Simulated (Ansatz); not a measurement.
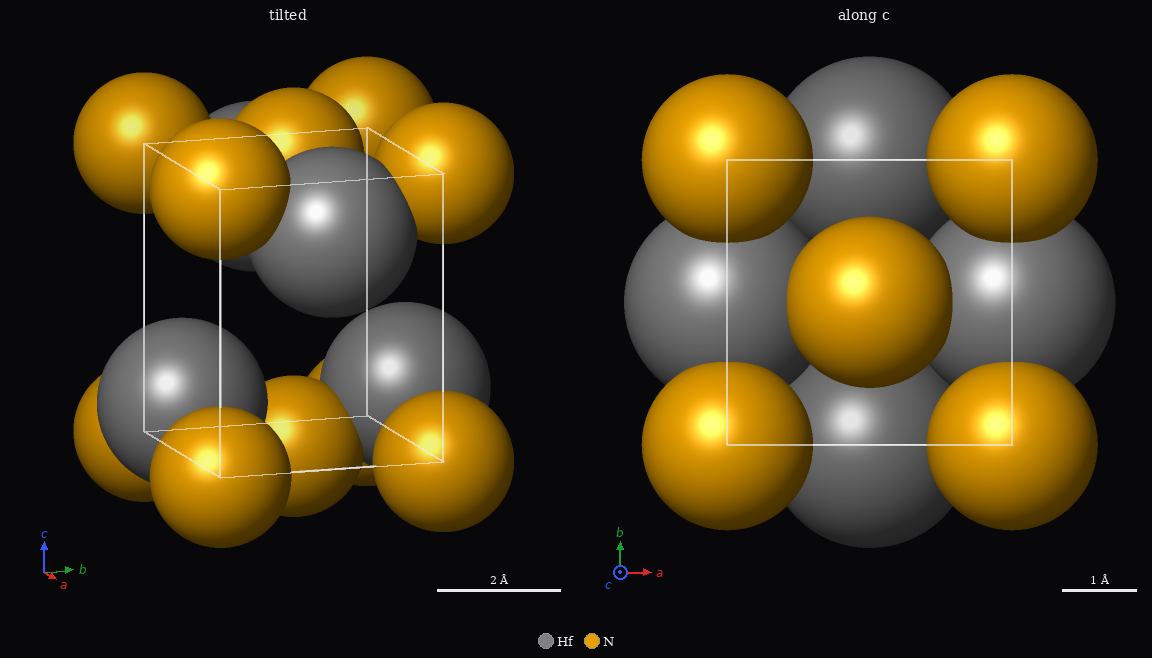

Drawn in the space-filling manner and seen slightly off an axis and along the c axis. Lines trace the edges of the conventional unit cell.

HfN, space group P4/nmm (No. 129), a = 3.857 Å, b = 3.857 Å, c = 4.818 Å, α = 90.00°, β = 90.00°, γ = 90.00°. Its origin is a structure type filled with these elements by a generator (whether the compound takes this form wasn't checked). Earlier steps of the study, as a rule a relaxation of our own, may have changed the cell and positions, so they can lie some per cent off the listed ones. It was the input of a calculation with Ansatz.

This one geometry was computed with Ansatz (DFT, plane waves, PAW) at five levels of theory: PBEsol, r2SCAN, PBE with spin-orbit coupling, PBE and LDA.

Q: Which level gives the highest pressure at this volume, and what does that say about its equilibrium volume?

A: Highest: PBE with spin-orbit coupling (-0.3 GPa) and PBE (0.0 GPa), which points to the largest equilibrium volume. Lowest, with the smallest volume: LDA (-7.9 GPa). Levels within 0.5 GPa of each other can't be told apart.

Q: How does the band gap change with the level of theory?

A: All levels give a metal.

Q: Collect the results in a table.

A:
| level | cutoff (eV) | k-mesh of the run's cell | gap (eV) | pressure (GPa) |
| --- | --- | --- | --- | --- |
| PBEsol | 420 | 10×10×8 | metal | -4.4 |
| r2SCAN | 500 | 10×10×8 | metal | -2.3 |
| PBE with spin-orbit coupling | 420 | 10×10×8 | metal | -0.3 |
| PBE | 420 | 10×10×8 | metal | 0.0 |
| LDA | 420 | 10×10×8 | metal | -7.9 |

Gaps are taken on the k-mesh or band path of each run.
